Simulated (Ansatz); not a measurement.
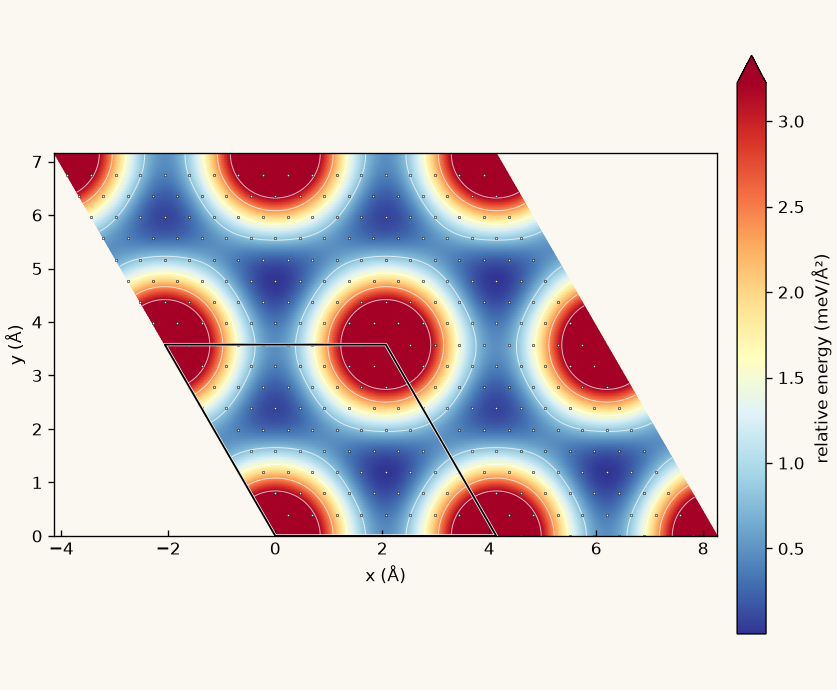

Energy landscape of a bilayer of two MgI₂ sheets (1T type) (6 atoms in the cell). 
- The upper layer of a bilayer is slid over the lower one; relaxed at each slide: nothing; the origin of the map has I4 above I3; the distance between the facing planes is held at 3.83 Å.
- Places are given modulo a cell vector. The map is drawn in real space over the plane of the slide.
- Grid: 9 × 9 points; 19 points were computed and 62 follow by symmetry.
- Energies are in meV/Å², from the lowest grid point.
- At a held distance the lowest stacking need not be the one that binds best once the distance relaxes.
- The calculation used Ansatz 0.2.0, DFT PBE+D3(BJ), scalar-relativistic, plane waves, PAW. Settings: cutoff 420 eV, k-mesh 9×9×1, gaussian smearing 0.05 eV, no spin polarisation.

In the figure: a smooth colour map with a few white contour lines, dots at the grid points, the outline of one cell of the 2 × 2 shown, one colour for all values above the top of the scale. Between grid points the surface is interpolated. 

Question: What does the map say about the system?

Answer: The lowest grid point is at (6/9, 3/9) of the cell vectors. There is a further well near (3/9, 6/9) of the cell vectors (0.08 meV/Å² above the lowest at that grid point). The highest grid point, (0/9, 0/9) of the cell vectors, lies 4.84 meV/Å² above the lowest. On the interpolated surface the easiest way out of the lowest well to the well at (3/9, 6/9) of the cell vectors passes a barrier of about 0.48 meV/Å². Facing atoms of the upper layer at the lowest point: I above I of a deeper plane, the Mg behind them above Mg; at the highest: I above I, the Mg behind them above I.

The values on the grid:

```
second ↓, first →   0/9   1/9   2/9   3/9   4/9   5/9   6/9   7/9   8/9
              8/9  4.29  3.35  1.98  0.83  0.40  0.83  1.98  3.35  4.29
              7/9  2.95  1.98  0.93  0.29  0.29  0.93  1.98  2.95  3.34
              6/9  1.50  0.83  0.29  0.08  0.29  0.83  1.50  1.95  1.95
              5/9  0.60  0.40  0.29  0.29  0.40  0.60  0.80  0.88  0.80
              4/9  0.60  0.83  0.93  0.83  0.60  0.36  0.22  0.22  0.36
              3/9  1.50  1.98  1.98  1.50  0.80  0.22  0.00  0.22  0.80
              2/9  2.95  3.35  2.95  1.95  0.88  0.22  0.22  0.88  1.95
              1/9  4.29  4.29  3.34  1.95  0.80  0.36  0.80  1.95  3.34
              0/9  4.84  4.29  2.95  1.50  0.60  0.60  1.50  2.95  4.29
```

The whole map (19 points run) took 4.4 min on 4 threads of Arm Neoverse V2, on a shared host.
